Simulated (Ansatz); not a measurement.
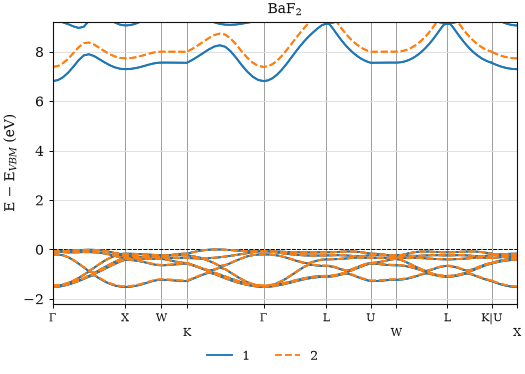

Band structures of fluorite-type BaF$_{2}$, space group Fm-3m, 3 atoms in the primitive cell (cubic a = 6.200 Å), by two methods on the same cell. Each is counted from its own valence-band top.

Question: Which curve is which? The methods: PBE+SOC, r2SCAN+SOC.

Answer: 1 is PBE+SOC; 2 is r2SCAN+SOC. PBE+SOC gives a gap of 6.81 eV along the path and r2SCAN+SOC gives a gap of 7.39 eV along the path.

Settings. PBE+SOC: Ansatz PAW, spin-orbit coupling, no magnetisation, 8×8×8 k mesh, 420 eV cutoff, Fermi-Dirac smearing of 0.05 eV (Ansatz). r2SCAN+SOC: Ansatz PAW, spin-orbit coupling, no magnetisation, 6×6×6 k mesh, 500 eV cutoff, Fermi-Dirac smearing of 0.05 eV (Ansatz).

Bands are joined in order of energy. LDA, GGA and most meta-GGA functionals understate gaps. r2SCAN+SOC: the PAW data sets were made with another functional.
